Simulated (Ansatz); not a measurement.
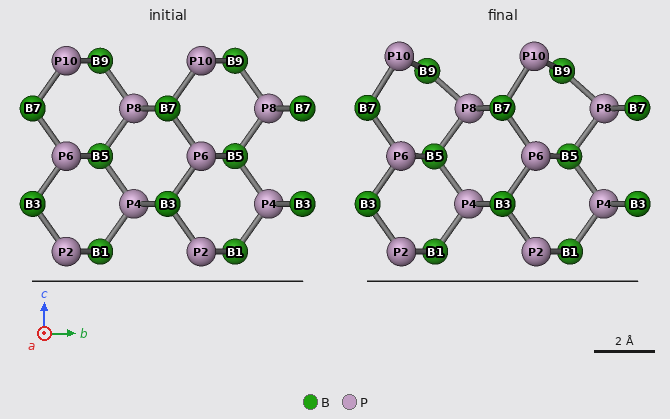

The structure of a slab of composition BP (cut from the F-43m phase) before (left) and after (right) a constrained relaxation, at one scale.

A ball-and-stick model of the 2 × 2 repeat of the cell, outlined in the plane, without the vacuum, seen along the a axis.

Case: clean slab, lower half held. The slab is the (1 1 0) face of BP. 4 atoms are held fixed.

Computed with Ansatz, DFT r2SCAN, scalar-relativistic, plane waves, PAW. Settings: plane-wave cutoff 500 eV; k-point mesh 8 × 6 × 1; occupations gaussian; smearing width 0.05 eV; no spin polarisation; dipole correction; atoms relaxed in a fixed cell; force threshold 0.03 eV/Å; at most 70 steps.

Question: Describe what moved and what it gained.

Answer: The atom that moves furthest is B9 (0.43 Å at 38° to the normal (−c side)). Largest moves by element: B 0.43 Å, P 0.16 Å. The cell doesn't change. Near-neighbour distances that change, for instance: B7–P10 1.964 → 2.035 Å, P8–B9 1.964 → 1.900 Å, B9–P10 1.964 → 1.921 Å, B5–P8 1.964 → 1.996 Å. Bond angles that change, for instance: B7–P10–B9 109.5° → 92.4°, B5–P8–B9 109.5° → 95.5°, P8–B9–P10 109.5° → 122.2°. The energy falls by 0.845 eV per cell of the calculation in 4 accepted moves (5 points after the start). The largest force component goes from 2.6 to 0.0084 eV/Å. The line search rejected the trial step at point 3 of the run.
